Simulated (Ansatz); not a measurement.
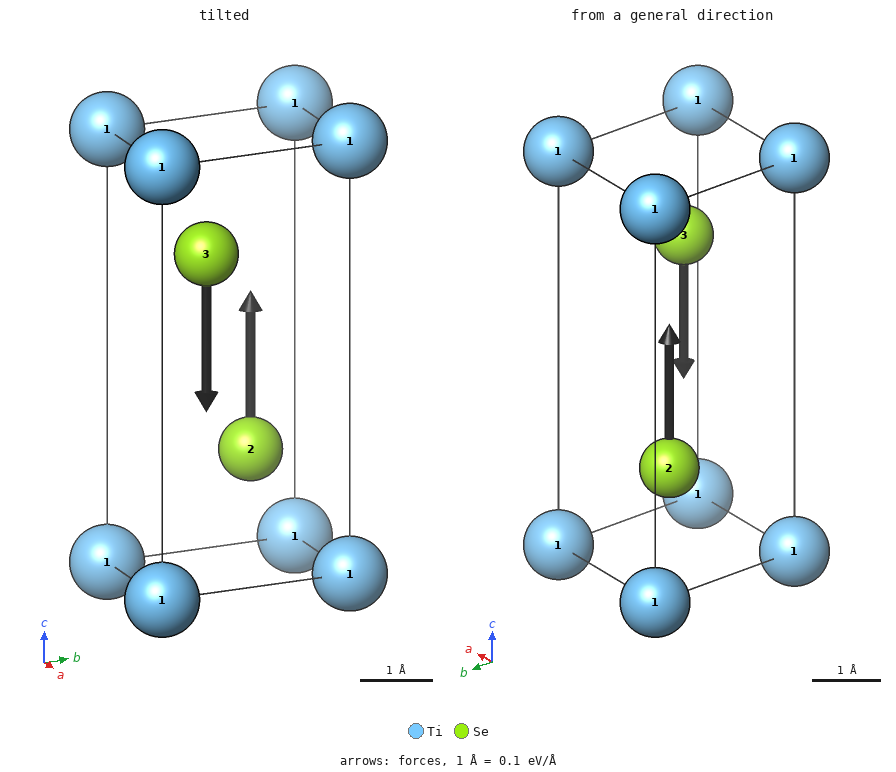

The structure above is drawn in spheres-only style and viewed slightly off an axis and from a general direction. Thin lines show the simulation cell, with boundary atoms drawn in all their periodic places. The arrows are the computed forces on the atoms.

System: TiSe$_{2}$. Setup: DFT, PBE, plane waves, PAW in Ansatz 0.2.0; an energy cutoff of 420 eV, a 12×12×4 k-point grid, Fermi-Dirac smearing of 0.02 eV, no spin polarisation.

Is the structure at a minimum of the energy?

No. The atoms still feel forces of up to about 0.18 eV/Å, above a usual threshold of 0.01 to 0.03 eV/Å.

Identify the atom with the maximum force.

Se2 and Se3, about 0.18 eV/Å.

It derives from a structure type filled with these elements by a generator (whether the compound takes this form wasn't checked). Earlier steps of the study may have refined or changed the cell and positions. An electronic-structure calculation with Ansatz was run on it.
